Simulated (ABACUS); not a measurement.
**Run report: ZnSe, band-structure run (part 2 of 2)**

Continued. System: ZnSe (F-43m, 2 atoms in the cell). Method: Kohn-Sham DFT of a periodic cell, B86bPBE, PseudoDojo NC SR 0.4.1 PBE standard, no spin polarisation (ABACUS 3.10.1); cutoff 1183.69 eV, fermi-dirac of 0.05 eV. The structure derives from an entry of the Crystallography Open Database. It belongs to a series of runs on one base structure; here: bands on the converged density.

Geometry of the input (Å; fractional positions):
```
0.0000  2.8338  2.8338
2.8338  0.0000  2.8338
2.8338  2.8338  0.0000
Se 0.7500  0.7500  0.7500
Zn 0.0000  0.0000  0.0000
```

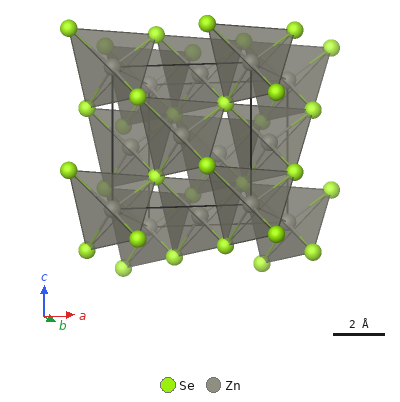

Figure 1. The structure as given in the input (polyhedral view of the cell 4 times as large as that of the calculation, set on its symmetry axes, seen at an oblique angle; polyhedra are completed across the faces of the cell).

### Output, continued
```
 k(1/102) Iter steps (avg)=11 threshold=1e-07
 k(2/102) Iter steps (avg)=10 threshold=1e-07
 k(3/102) Iter steps (avg)=10 threshold=1e-07
 k(4/102) Iter steps (avg)=9 threshold=1e-07
 k(5/102) Iter steps (avg)=10 threshold=1e-07
 k(6/102) Iter steps (avg)=10 threshold=1e-07
 k(7/102) Iter steps (avg)=11 threshold=1e-07
 k(8/102) Iter steps (avg)=11 threshold=1e-07
 k(9/102) Iter steps (avg)=13 threshold=1e-07
 k(10/102) Iter steps (avg)=12 threshold=1e-07
 k(11/102) Iter steps (avg)=11 threshold=1e-07
 k(12/102) Iter steps (avg)=12 threshold=1e-07
 k(13/102) Iter steps (avg)=12 threshold=1e-07
 k(14/102) Iter steps (avg)=12 threshold=1e-07
 k(15/102) Iter steps (avg)=14 threshold=1e-07
 k(16/102) Iter steps (avg)=12 threshold=1e-07
 k(17/102) Iter steps (avg)=12 threshold=1e-07
 k(18/102) Iter steps (avg)=12 threshold=1e-07
 k(19/102) Iter steps (avg)=13 threshold=1e-07
 k(20/102) Iter steps (avg)=14 threshold=1e-07
 k(21/102) Iter steps (avg)=15 threshold=1e-07
 k(22/102) Iter steps (avg)=13 threshold=1e-07
 k(23/102) Iter steps (avg)=13 threshold=1e-07
 k(24/102) Iter steps (avg)=13 threshold=1e-07
 k(25/102) Iter steps (avg)=13 threshold=1e-07
 k(26/102) Iter steps (avg)=12 threshold=1e-07
[... levels at 26 k points of this process ...]

 Density error is 0.00000000000
                          Error Threshold = 1.00000000000e-07
----------------------------------------------------------
     Energy           Rydberg                 eV
----------------------------------------------------------
 E_KohnSham     -660.9603402679      -8992.8267796621
 E_KS(sigma->0) -660.9603402569      -8992.8267795125
 E_Harris       -660.9603402679      -8992.8267796621
 E_band         -73.3535167991       -998.0257968066
 E_one_elec     -488.5736410872      -6647.3854113934
 E_Hartree      250.0491164697       3402.0927638541
 E_xc           -93.6926859390       -1274.7543896955
 E_Ewald        -328.7431296894      -4472.7797421283
 E_entropy(-TS) -0.0000000220        -0.0000002991
 E_descf        0.0000000000         0.0000000000
 E_exx          0.0000000000         0.0000000000
 E_Fermi        0.6655545271         9.0553338988
----------------------------------------------------------

 charge density convergence is achieved
 final etot is -8992.8267797 eV
 EFERMI = 9.0553338988 eV

 STATE ENERGY(eV) AND OCCUPATIONS    NSPIN == 1
 1/26 kpoint (Cartesian) = 0.0000 0.0000 0.0000 (4279 pws)
       1       -116.908      0.0196078
       2       -71.0568      0.0196078
       3       -71.0568      0.0196078
       4       -71.0568      0.0196078
       5       -38.5453      0.0196078
       6       -38.5453      0.0196078
       7       -38.5453      0.0196078
       8       -38.5404      0.0196078
       9       -38.5404      0.0196078
      10       -4.88564      0.0196078
      11        1.81768      0.0196078
      12        1.81768      0.0196078
      13        1.81768      0.0196078
      14        2.18376      0.0196078
      15        2.18376      0.0196078
      16        8.37313      0.0196078
      17        8.37313      0.0196078
      18        8.37313      0.0196078
      19        9.66167    1.06133e-07
      20        14.2006    3.99329e-47
      21        14.2006    3.99329e-47
      22        14.2006    3.99329e-47
      23        18.3348    4.92335e-83
      24        19.8833        0.00000
      25        19.8833        0.00000
      26        21.4727        0.00000
      27        21.4727        0.00000
      28        21.4727        0.00000

 2/26 kpoint (Cartesian) = 0.0000 0.017644 0.0000 (4231 pws)
       1       -116.908      0.0196078
       2       -71.0568      0.0196078
       3       -71.0568      0.0196078
       4       -71.0568      0.0196078
       5       -38.5453      0.0196078
       6       -38.5453      0.0196078
       7       -38.5453      0.0196078
       8       -38.5404      0.0196078
       9       -38.5404      0.0196078
      10       -4.86366      0.0196078
      11        1.81618      0.0196078
      12        1.82253      0.0196078
      13        1.82253      0.0196078
      14        2.18179      0.0196078
      15        2.18494      0.0196078
      16        8.01686      0.0196078
      17        8.29758      0.0196078
      18        8.29758      0.0196078
      19        10.0410    5.38603e-11
      20        14.0496    8.17248e-46
      21        14.3149    4.05925e-48
      22        14.3149    4.05925e-48
      23        18.5613    5.30444e-85
      24        19.3222        0.00000
      25        19.9187        0.00000
      26        21.5617        0.00000
      27        21.5617        0.00000
      28        21.8603        0.00000

 3/26 kpoint (Cartesian) = 0.0000 0.035288 0.0000 (4200 pws)
       1       -116.908      0.0196078
       2       -71.0568      0.0196078
       3       -71.0568      0.0196078
       4       -71.0568      0.0196078
       5       -38.5453      0.0196078
       6       -38.5453      0.0196078
       7       -38.5453      0.0196078
       8       -38.5404      0.0196078
       9       -38.5404      0.0196078
      10       -4.79903      0.0196078
      11        1.81237      0.0196078
      12        1.83689      0.0196078
      13        1.83689      0.0196078
      14        2.17628      0.0196078
      15        2.18836      0.0196078
      16        7.38471      0.0196078
      17        8.09059      0.0196078
      18        8.09059      0.0196078
      19        10.7302    5.55385e-17
      20        13.6799    1.33118e-42
      21        14.6382    6.31814e-51
      22        14.6382    6.31814e-51
      23        18.3138    7.49123e-83
      24        19.2406        0.00000
      25        20.0248        0.00000
      26        21.8283        0.00000
      27        21.8283        0.00000
      28        22.3720        0.00000

 4/26 kpoint (Cartesian) = 0.0000 0.052932 0.0000 (4212 pws)
       1       -116.908      0.0196078
       2       -71.0569      0.0196078
       3       -71.0568      0.0196078
       4       -71.0568      0.0196078
       5       -38.5454      0.0196078
       6       -38.5452      0.0196078
       7       -38.5452      0.0196078
       8       -38.5404      0.0196078
       9       -38.5404      0.0196078
      10       -4.69575      0.0196078
      11        1.80818      0.0196078
      12        1.86016      0.0196078
      13        1.86016      0.0196078
      14        2.16856      0.0196078
      15        2.19369      0.0196078
      16        6.72869      0.0196078
      17        7.79717      0.0196078
      18        7.79717      0.0196078
      19        11.4355    4.15646e-23
      20        13.2268    1.14793e-38
      21        15.1255    3.69406e-55
      22        15.1255    3.69406e-55
      23        17.4539    2.20593e-75
      24        20.1081        0.00000
      25        20.2005        0.00000
      26        22.2714        0.00000
      27        22.2714        0.00000
      28        22.8329        0.00000

 5/26 kpoint (Cartesian) = 0.0000 0.070577 0.0000 (4208 pws)
       1       -116.908      0.0196078
       2       -71.0569      0.0196078
       3       -71.0568      0.0196078
       4       -71.0568      0.0196078
       5       -38.5454      0.0196078
       6       -38.5452      0.0196078
       7       -38.5452      0.0196078
       8       -38.5404      0.0196078
       9       -38.5403      0.0196078
      10       -4.56070      0.0196078
      11        1.80636      0.0196078
      12        1.89117      0.0196078
      13        1.89117      0.0196078
      14        2.16126      0.0196078
      15        2.20040      0.0196078
      16        6.09474      0.0196078
      17        7.46447      0.0196078
      18        7.46447      0.0196078
      19        12.0226    3.30149e-28
      20        12.7770    9.25306e-35
      21        15.7306    2.05011e-60
      22        15.7306    2.05011e-60
      23        16.8512    3.78497e-70
      24        20.4438        0.00000
      25        21.1276        0.00000
      26        22.8881        0.00000
      27        22.8881        0.00000
      28        23.3465        0.00000

 6/26 kpoint (Cartesian) = 0.0000 0.088221 0.0000 (4208 pws)
       1       -116.908      0.0196078
       2       -71.0569      0.0196078
       3       -71.0569      0.0196078
       4       -71.0569      0.0196078
       5       -38.5454      0.0196078
       6       -38.5451      0.0196078
       7       -38.5451      0.0196078
       8       -38.5405      0.0196078
       9       -38.5403      0.0196078
      10       -4.40395      0.0196078
      11        1.80961      0.0196078
      12        1.92798      0.0196078
      13        1.92798      0.0196078
      14        2.15899      0.0196078
      15        2.20783      0.0196078
      16        5.49648      0.0196078
      17        7.13036      0.0196078
      18        7.13036      0.0196078
      19        12.3052    1.15921e-30
      20        12.4209    1.14695e-31
      21        16.4171    2.23220e-66
      22        16.4171    2.23220e-66
      23        16.6656    1.54940e-68
      24        20.7504        0.00000
      25        22.1961        0.00000
      26        23.6715        0.00000
      27        23.6715        0.00000
      28        23.9873        0.00000

[... levels at 20 further k points ...]

 --------------------------------------------
 !FINAL_ETOT_IS -8992.826779662068 eV
 --------------------------------------------

 Output bands in file: OUT.ZnSe/BANDS_1.dat
```

### Standard output
```
ABACUS v3.10.1

               Atomic-orbital Based Ab-initio Computation at UStc

 dft_functional readin is: GGA_X_B86_MGC+GGA_C_PBE
 dft_functional in pseudopot file is: PBE
 Please make sure this is what you need
 dft_functional readin is: GGA_X_B86_MGC+GGA_C_PBE
 dft_functional in pseudopot file is: PBE
 Please make sure this is what you need

%%%%%%%%%%%%%%%%%%%%%%%%%%%%%%%%%%%%%%%%%%%%%%%%%%%%%%%%%%%%%%%%%%%%%%%%%%%%%%%%%%%%%%%%%%%%%%%%%%%%%%%%%
 Warning: the number of valence electrons in pseudopotential > 6 for Se: [Ar] 3d10 4s2 4p4
 Warning: the number of valence electrons in pseudopotential > 12 for Zn: [Ar] 3d10 4s2
 Pseudopotentials with additional electrons can yield (more) accurate outcomes, but may be less efficient.
 If you're confident that your chosen pseudopotential is appropriate, you can safely ignore this warning.
%%%%%%%%%%%%%%%%%%%%%%%%%%%%%%%%%%%%%%%%%%%%%%%%%%%%%%%%%%%%%%%%%%%%%%%%%%%%%%%%%%%%%%%%%%%%%%%%%%%%%%%%%

 UNIFORM GRID DIM        : 45 * 45 * 45
 UNIFORM GRID DIM(BIG)   : 45 * 45 * 45
func,idGGA_X_B86_MGC 105
func,idGGA_C_PBE 130
 ---------------------------------------------------------
 ---------------------------------------------------------
 SPIN    KPOINTS         PROCESSORS  THREADS
 1       102             4           4
 ---------------------------------------------------------
 Use plane wave basis
 ---------------------------------------------------------
 ELEMENT NATOM       XC
 Se      1
 Zn      1
 ---------------------------------------------------------
 Initial plane wave basis and FFT box
 ---------------------------------------------------------
 -------------------------------------------
 NONSELF-CONSISTENT :
 -------------------------------------------
 START CHARGE      : file
 ITER       ETOT/eV          EDIFF/eV         DRHO     TIME/s
 DA1     -8.99282678e+03   0.00000000e+00   0.0000e+00  16.59
```

### Summary

| quantity | value |
| --- | --- |
| outcome | converged |
| space group (tolerance 0.01 Å) | F-43m (216) |
| electrons treated | 36 |
| Fermi energy of the self-consistent step | 9.046 eV |
| gap on the band path | 1.29 eV |
| wall time | 17 s (CPU time 69 s) |
| peak memory | 0.56 GiB |
